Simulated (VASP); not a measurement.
```
Na Cl
1.0
     4.48375    0.00000    0.00000
    -2.24187    3.88304    0.00000
     0.00000    0.00000    7.83747
Na Cl
2 2
Direct
  0.66667 0.33333 0.75000
  0.33333 0.66667 0.25000
  0.00000 0.00000 0.75000
  0.00000 0.00000 0.25000
```

Space group P6₃/mmc; a generated structure, not necessarily the stable one.

These are results of Kohn-Sham DFT of a periodic cell, PBE with D3(BJ), VASP PAW PBE potentials, recommended (VASP), not measurements.

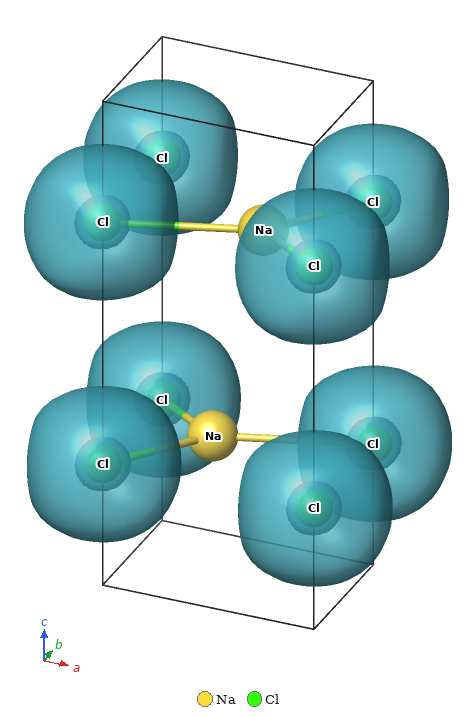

NaCl. Isosurface of the electron localisation function at 0.75 (cyan), seen slightly off an axis. Core shells and regions of very low density are left out. Sticks mark near contacts.

Core electrons are frozen (PAW), and the valence fields are smoothed inside the atomic spheres.

**Where are the electrons localised?**

The surface consists of two regions wrapped around Cl (the valence shell of each), counted in one cell of 4 atoms. Regions shared between cells count once.

Values along the shortest contacts:
Na–Cl (2.59 Å): the ELF peaks at about 0.90 in the valence shell of Cl, 0.8 Å from its nucleus, and falls to about 0 next to Na (a largely ionic contact).
